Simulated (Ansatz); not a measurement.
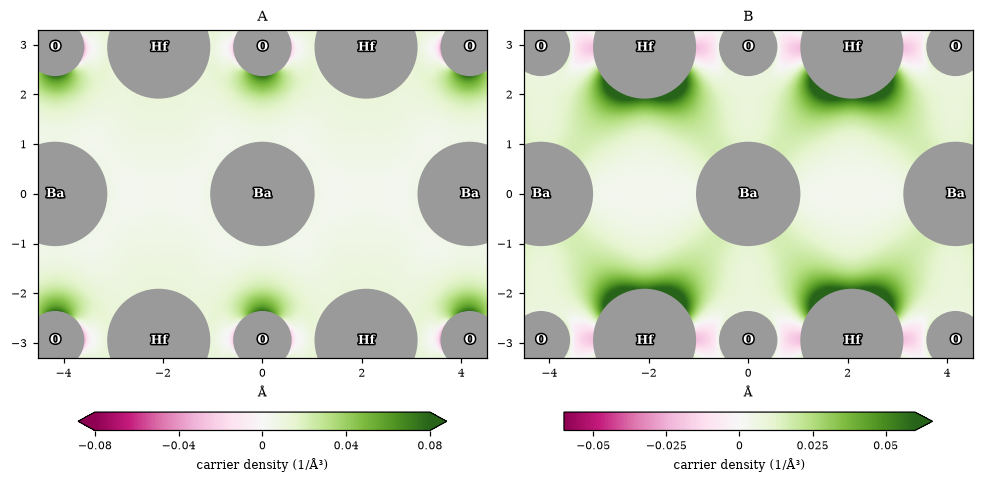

BaHfO₃, doped once with holes and once with electrons (0.1 e in the calculation's cell of 5 atoms, uniform background, atoms fixed). Each panel shows the carrier's density (positive where it sits) on the (011̄) plane of the conventional cell; grey discs cover the cores. Cores are masked to 1.0 Å (Ba), 1.0 Å (Hf) and 0.6 Å (O).

Space group P4mm; the calculation finds a residual pressure of about 4 GPa at this fixed cell. The cell comes from a database of computed structures, not from a measurement.

Level of theory: Ansatz 0.2.0, DFT PBE, scalar-relativistic, plane waves, PAW.

> Which panel shows the hole and which the electron?

A is the hole: outside the cores it is densest at the edge of the masked core of O; it divides as O about 75 %, Ba about 20 % and Hf about 10 %. B is the electron: outside the cores it is densest at the edge of the masked core of Hf; it divides as O about 45 %, Hf about 30 % and Ba about 25 %. Shares are sums over atomic cells sized by the Bader volumes, which fill 30 % (Ba), 15 % (Hf) and 55 % (O) of the cell, so only an excess over these marks a preference; they are shares of the net change, screening included, and the band-edge orbitals themselves can be more concentrated.
